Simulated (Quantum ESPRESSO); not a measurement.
## Run report: InAs, band-structure run (part 2 of 2)

The same run, continued: InAs (F-43m, 2 atoms in the cell); Kohn-Sham DFT of a periodic cell, LDA, JTH 2.0 LDA, no spin polarisation (Quantum ESPRESSO 7.5); cutoff 612.26 eV, 8×8×8 k-mesh, fermi-dirac of 0.05 eV. The structure derives from an entry of the Crystallography Open Database.

Geometry of the input (Å; fractional positions):
```
0.0000  3.0180  3.0180
3.0180  0.0000  3.0180
3.0180  3.0180  0.0000
In 0.0000  0.0000  0.0000
As 0.7500  0.7500  0.7500
```

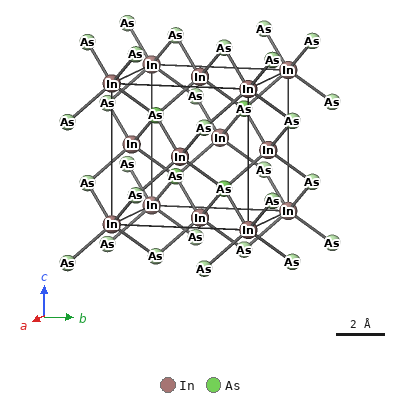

Fig. 1: The input geometry (ball-and-stick view of the cell 4 times as large as that of the calculation, set on its symmetry axes, seen at an oblique angle; neighbours outside the cell are drawn fainter). An atom can appear more than once, as a periodic image.

**Log, continued**
```
     iteration #  5     ecut=    45.00 Ry     beta= 0.50
     Davidson diagonalization with overlap
     ethr =  3.57E-08,  avg # of iterations =  3.8

     total energy              =    -751.15376078 Ry
     estimated scf accuracy    <       0.00000094 Ry

     iteration #  6     ecut=    45.00 Ry     beta= 0.50
     Davidson diagonalization with overlap
     ethr =  3.37E-09,  avg # of iterations =  2.0

     total energy              =    -751.15376097 Ry
     estimated scf accuracy    <       0.00000015 Ry

     iteration #  7     ecut=    45.00 Ry     beta= 0.50
     Davidson diagonalization with overlap
     ethr =  5.40E-10,  avg # of iterations =  2.2

     total energy              =    -751.15376100 Ry
     estimated scf accuracy    <          7.8E-09 Ry

     iteration #  8     ecut=    45.00 Ry     beta= 0.50
     Davidson diagonalization with overlap
     ethr =  2.79E-11,  avg # of iterations =  2.5

     End of self-consistent calculation

          k = 0.0000 0.0000 0.0000 (  1917 PWs)   bands (ev):

   -27.7014 -27.7014 -27.7014 -27.6928 -27.6928  -6.9225  -6.9225  -6.9225
    -6.7927  -6.7927  -4.5588   6.9956   7.4270   7.4270   7.4270  11.2511
    11.2511  11.2511  14.7017  17.2258  17.2258

          k = 0.0884 0.0884-0.0884 (  1889 PWs)   bands (ev):

   -27.7014 -27.7014 -27.7014 -27.6928 -27.6928  -6.9448  -6.9164  -6.9164
    -6.7929  -6.7929  -4.3940   5.4324   7.2288   7.2288   8.3890  11.3884
    11.5356  11.5356  15.5600  16.2586  16.2587

          k = 0.1768 0.1768-0.1768 (  1898 PWs)   bands (ev):

   -27.7014 -27.7013 -27.7013 -27.6928 -27.6928  -6.9946  -6.9033  -6.9033
    -6.7917  -6.7917  -3.9438   3.6257   6.8406   6.8406   8.5088  11.9774
    11.9774  12.4667  15.6142  16.0057  16.0057

          k = 0.2652 0.2652-0.2652 (  1889 PWs)   bands (ev):

   -27.7015 -27.7012 -27.7012 -27.6927 -27.6927  -7.0399  -6.8930  -6.8930
    -6.7875  -6.7875  -3.3687   2.1613   6.5289   6.5289   8.3046  12.0782
    12.0782  13.8145  15.4996  16.9475  16.9475

          k =-0.3536-0.3536 0.3536 (  1892 PWs)   bands (ev):

   -27.7015 -27.7011 -27.7011 -27.6927 -27.6927  -7.0576  -6.8897  -6.8897
    -6.7847  -6.7847  -3.0614   1.5466   6.4146   6.4146   8.2135  12.0462
    12.0462  14.1224  16.2830  18.1898  18.1898

          k = 0.1768 0.0000 0.0000 (  1900 PWs)   bands (ev):

   -27.7015 -27.7013 -27.7013 -27.6929 -27.6928  -6.9582  -6.9105  -6.9105
    -6.7975  -6.7894  -4.3397   5.3521   6.8824   6.8824   9.0379  10.5425
    12.0227  12.0227  15.0217  15.9716  17.3966

          k = 0.2652 0.0884-0.0884 (  1906 PWs)   bands (ev):

   -27.7015 -27.7012 -27.7012 -27.6928 -27.6927  -6.9982  -6.8994  -6.8967
    -6.8012  -6.7864  -3.9846   4.0227   6.4206   6.4500   9.4889  10.6381
    12.5821  12.6455  14.7460  16.8840  17.0632

          k = 0.3536 0.1768-0.1768 (  1887 PWs)   bands (ev):

   -27.7015 -27.7012 -27.7011 -27.6928 -27.6927  -7.0396  -6.8904  -6.8852
    -6.7993  -6.7833  -3.4388   2.5706   5.8862   6.1765   9.3377  11.4058
    12.7973  13.0054  15.7206  16.8074  17.6460

          k =-0.2652-0.4419 0.4419 (  1894 PWs)   bands (ev):

   -27.7015 -27.7012 -27.7011 -27.6927 -27.6927  -7.0624  -6.8862  -6.8813
    -6.7924  -6.7836  -3.0004   1.6773   5.5033   6.1549   9.1961  11.6173
    12.5923  14.1687  16.1291  17.5269  18.2599

          k =-0.1768-0.3536 0.3536 (  1899 PWs)   bands (ev):

   -27.7014 -27.7012 -27.7011 -27.6927 -27.6927  -7.0558  -6.8866  -6.8848
    -6.7897  -6.7877  -3.1069   1.8807   5.3907   6.3862   9.2091  11.8034
    12.3768  14.0191  16.2932  16.5760  17.9676

          k =-0.0884-0.2652 0.2652 (  1900 PWs)   bands (ev):

   -27.7014 -27.7012 -27.7012 -27.6928 -27.6927  -7.0224  -6.8956  -6.8920
    -6.7959  -6.7879  -3.6319   3.0216   5.6192   6.7916   9.3189  11.9299
    12.1062  12.7321  15.3936  16.3563  17.6062

          k = 0.0000-0.1768 0.1768 (  1907 PWs)   bands (ev):

   -27.7014 -27.7013 -27.7013 -27.6928 -27.6928  -6.9772  -6.9096  -6.9035
    -6.7963  -6.7900  -4.1338   4.4328   6.2926   7.1766   9.1027  11.2913
    11.6584  12.4027  15.3579  16.0309  16.6473

          k = 0.3536 0.0000 0.0000 (  1924 PWs)   bands (ev):

   -27.7017 -27.7011 -27.7011 -27.6929 -27.6926  -7.0321  -6.8809  -6.8809
    -6.8115  -6.7815  -3.7422   3.6208   5.9687   5.9687   9.5700  10.0832
    13.6170  13.6170  14.0620  17.8953  18.2925

          k = 0.4419 0.0884-0.0884 (  1900 PWs)   bands (ev):

   -27.7017 -27.7011 -27.7010 -27.6929 -27.6925  -7.0650  -6.8703  -6.8670
    -6.8154  -6.7781  -3.2866   2.6582   5.3393   5.6626   9.5738  10.3899
    13.3065  14.1340  15.6894  18.3421  18.7337

          k =-0.1768-0.5303 0.5303 (  1891 PWs)   bands (ev):

   -27.7016 -27.7011 -27.7010 -27.6928 -27.6925  -7.0811  -6.8711  -6.8617
    -6.8095  -6.7797  -2.8311   1.8567   4.6266   5.6370   9.5856  11.5602
    13.2208  13.9425  16.4659  18.4958  18.8568

          k =-0.0884-0.4419 0.4419 (  1886 PWs)   bands (ev):

   -27.7014 -27.7012 -27.7010 -27.6928 -27.6926  -7.0763  -6.8767  -6.8659
    -6.7993  -6.7878  -2.7606   1.7573   4.2692   5.8979   9.7335  12.1482
    13.4896  13.9360  15.4295  16.6665  18.7551

          k = 0.0000-0.3536 0.3536 (  1883 PWs)   bands (ev):

   -27.7014 -27.7012 -27.7011 -27.6927 -27.6927  -7.0540  -6.8832  -6.8792
    -6.7953  -6.7908  -3.1504   2.3446   4.5360   6.3586   9.9007  12.3210
    12.6534  12.8351  15.5091  17.0543  18.9312

          k = 0.5303-0.0000 0.0000 (  1896 PWs)   bands (ev):

   -27.7018 -27.7009 -27.7009 -27.6929 -27.6925  -7.0947  -6.8504  -6.8504
    -6.8271  -6.7735  -2.9591   2.1488   5.2969   5.2969   8.9966   9.7104
    15.2856  15.4081  15.4081  18.6290  19.9336

          k =-0.0884-0.6187 0.6187 (  1888 PWs)   bands (ev):

   -27.7018 -27.7009 -27.7009 -27.6929 -27.6924  -7.1066  -6.8496  -6.8440
    -6.8255  -6.7737  -2.6194   1.6633   4.7143   5.2139   9.1735  10.0669
    14.9398  15.5917  16.6145  18.8825  19.3427

          k = 0.0000-0.5303 0.5303 (  1890 PWs)   bands (ev):

   -27.7016 -27.7010 -27.7009 -27.6929 -27.6925  -7.0971  -6.8622  -6.8495
    -6.8144  -6.7807  -2.5294   1.6026   4.0878   5.4377   9.4174  11.6095
    14.6045  14.7779  15.0954  17.4372  20.1580

          k =-0.7071 0.0000 0.0000 (  1868 PWs)   bands (ev):

   -27.7019 -27.7008 -27.7008 -27.6930 -27.6924  -7.1183  -6.8375  -6.8375
    -6.8339  -6.7702  -2.5138   1.4684   5.0573   5.0573   8.8427   9.3788
    16.4466  16.5823  16.5823  19.1110  19.7392

          k = 0.3536 0.1768 0.0000 (  1895 PWs)   bands (ev):

   -27.7016 -27.7012 -27.7011 -27.6928 -27.6926  -7.0346  -6.8873  -6.8825
    -6.8054  -6.7833  -3.5766   3.1349   5.3786   6.3004  10.1247  10.5931
    12.4828  13.3656  15.1354  17.5414  18.1013

          k =-0.2652-0.4419 0.6187 (  1895 PWs)   bands (ev):

   -27.7015 -27.7012 -27.7011 -27.6928 -27.6926  -7.0636  -6.8816  -6.8710
    -6.8029  -6.7835  -3.0612   2.1520   4.7880   5.9214  10.1555  11.3452
    12.4959  13.8880  15.9253  17.6575  18.4781

          k =-0.1768-0.3536 0.5303 (  1894 PWs)   bands (ev):

   -27.7014 -27.7012 -27.7010 -27.6928 -27.6926  -7.0745  -6.8806  -6.8669
    -6.7985  -6.7857  -2.7922   1.6865   4.6245   5.7435  10.1118  11.3899
    13.1478  14.4022  15.4094  17.7737  18.4898

          k =-0.1768-0.5303 0.7071 (  1876 PWs)   bands (ev):

   -27.7017 -27.7010 -27.7009 -27.6929 -27.6925  -7.0871  -6.8642  -6.8543
    -6.8173  -6.7775  -2.8688   2.0357   4.7902   5.2741   9.9926  10.3996
    13.1697  15.3703  16.0204  18.6118  19.4297

          k =-0.0884-0.4419 0.6187 (  1884 PWs)   bands (ev):

   -27.7015 -27.7012 -27.7009 -27.6928 -27.6925  -7.0919  -6.8690  -6.8503
    -6.8107  -6.7824  -2.5754   1.6716   4.2611   5.1201  10.2670  11.6141
    12.8944  14.6331  15.9481  18.4262  19.3112

          k = 0.0000-0.3536 0.5303 (  1883 PWs)   bands (ev):

   -27.7014 -27.7013 -27.7009 -27.6928 -27.6926  -7.0823  -6.8759  -6.8562
    -6.8042  -6.7869  -2.6752   1.7916   4.1418   5.4225  10.5206  12.0308
    12.4099  14.7170  15.2681  17.1885  19.9662

          k =-0.7071 0.1768-0.0000 (  1888 PWs)   bands (ev):

   -27.7017 -27.7010 -27.7008 -27.6929 -27.6924  -7.1072  -6.8532  -6.8437
    -6.8210  -6.7760  -2.4871   1.5344   4.7169   4.7439   9.7879  10.2383
    14.6684  14.9873  16.9980  19.1082  19.3559

          k =-0.7071 0.3536 0.0000 (  1888 PWs)   bands (ev):

   -27.7014 -27.7013 -27.7008 -27.6928 -27.6925  -7.0946  -6.8704  -6.8459
    -6.8090  -6.7850  -2.4600   1.6079   4.4184   4.4891  11.5537  11.6430
    12.2976  13.4058  17.1213  19.1112  19.1671

     the Fermi energy is     7.4735 ev

!    total energy              =    -751.15376101 Ry
     total all-electron energy =      -751.153761 Ry
     estimated scf accuracy    <          8.3E-11 Ry
     smearing contrib. (-TS)   =      -0.00003893 Ry
     internal energy E=F+TS    =    -751.15372208 Ry

     The total energy is F=E-TS. E is the sum of the following terms:
     one-electron contribution =    -236.72746121 Ry
     hartree contribution      =     120.64928209 Ry
     xc contribution           =     -48.76646093 Ry
     ewald contribution        =    -185.78983041 Ry
     one-center paw contrib.   =    -400.51925162 Ry

     convergence has been achieved in   8 iterations

     Forces acting on atoms (cartesian axes, Ry/au):

     atom    1 type  1   force =     0.00000000   -0.00000000    0.00000000
     atom    2 type  2   force =    -0.00000000   -0.00000000    0.00000000

     Total force =     0.000000     Total SCF correction =     0.000000

     Computing stress (Cartesian axis) and pressure

          total   stress  (Ry/bohr**3)                   (kbar)     P=       -2.53
  -0.00001718   0.00000000   0.00000000           -2.53        0.00        0.00
   0.00000000  -0.00001718   0.00000000            0.00       -2.53        0.00
   0.00000000   0.00000000  -0.00001718            0.00        0.00       -2.53

=------------------------------------------------------------------------------=
   JOB DONE.
=------------------------------------------------------------------------------=
```

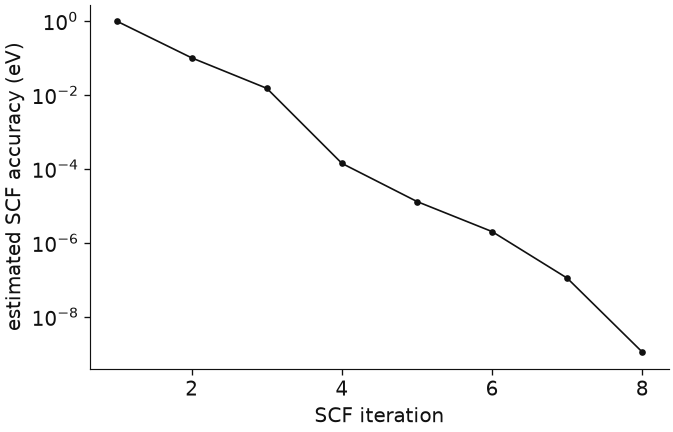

Fig. 2: Convergence of the self-consistent field: estimated SCF accuracy against the iteration. The field takes 8 iterations in all.
